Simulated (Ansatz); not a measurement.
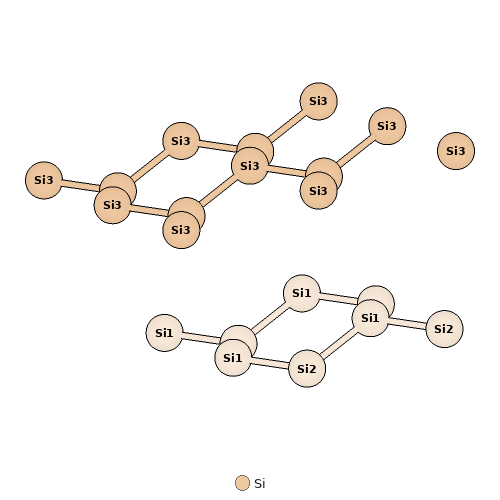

The system is a bilayer of two Si sheets of the honeycomb type (4 atoms in the cell); the picture shows the structure at the first grid point; the lower layer is drawn fainter. The upper layer of a bilayer is slid over the lower one; relaxed at each slide: nothing; the origin of the map has Si4 above Si1; the distance between the facing planes is held at 4.25 Å. Places are given modulo a cell vector. The map is drawn in real space over the plane of the slide. Grid: 6 × 6 points; 10 points were computed and 26 follow by symmetry. Energies are in meV/Å², from the lowest grid point. At a held distance the lowest stacking need not be the one that binds best once the distance relaxes. These are results of DFT PBE+D3(BJ), scalar-relativistic, plane waves, PAW (Ansatz), not measurements. Settings: cutoff 420 eV, k-mesh 9×9×1, gaussian smearing 0.1 eV, no spin polarisation.

Its coordinates:

```yaml
crystal:
  lattice:
    - [3.84720, 0.00000, 0.00000]
    - [-1.92360, 3.33177, 0.00000]
    - [0.00000, 0.00000, 18.44470]
  atoms:
    - { symbol: Si, position: [0.33334, 0.66667, 0.26958] }
    - { symbol: Si, position: [0.66667, 0.33334, 0.24397] }
    - { symbol: Si, position: [0.00000, 0.00001, 0.52561] }
    - { symbol: Si, position: [0.33334, 0.66667, 0.50000] }
```

Range: slide of the upper layer along the first cell vector from 0.000 to 0.833; slide of the upper layer along the second cell vector from 0.000 to 0.833.

Q: Predict the map.

A: The lowest grid point is at (0/6, 0/6) of the cell vectors. It is the only kind of minimum in the scanned range. The highest grid point, (2/6, 4/6) of the cell vectors, lies 2.68 meV/Å² above the lowest. On the interpolated surface the easiest way out of the lowest well to its copy in the next cell or period passes a barrier of about 2 meV/Å². Facing atoms of the upper layer at the lowest point: Si above Si; at the highest: Si above Si of a deeper plane.

| second ↓, first → | 0/6 | 1/6 | 2/6 | 3/6 | 4/6 | 5/6 |
| --- | --- | --- | --- | --- | --- | --- |
| 5/6 | 0.51 | 1.36 | 2.27 | 2.27 | 1.36 | 0.51 |
| 4/6 | 1.54 | 2.27 | 2.68 | 2.27 | 1.54 | 1.23 |
| 3/6 | 2.05 | 2.27 | 2.27 | 2.05 | 1.94 | 1.94 |
| 2/6 | 1.54 | 1.36 | 1.54 | 1.94 | 2.25 | 1.94 |
| 1/6 | 0.51 | 0.51 | 1.23 | 1.94 | 1.94 | 1.23 |
| 0/6 | 0.00 | 0.51 | 1.54 | 2.05 | 1.54 | 0.51 |

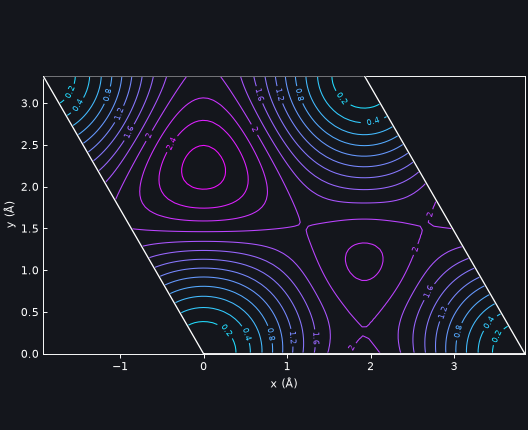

In the figure: contour lines labelled in meV/Å², the outline of one cell of the plane. Between grid points the surface is interpolated.

Each point was launched as `ansatz run input.yaml --threads 4 --pin off --max-ram 12288MiB --backend cpu --events-out ev --progress --plain --runs-dir out`. Time for the 10 points that were run: 21 s on 4 threads of Arm Neoverse V1, on a shared host.
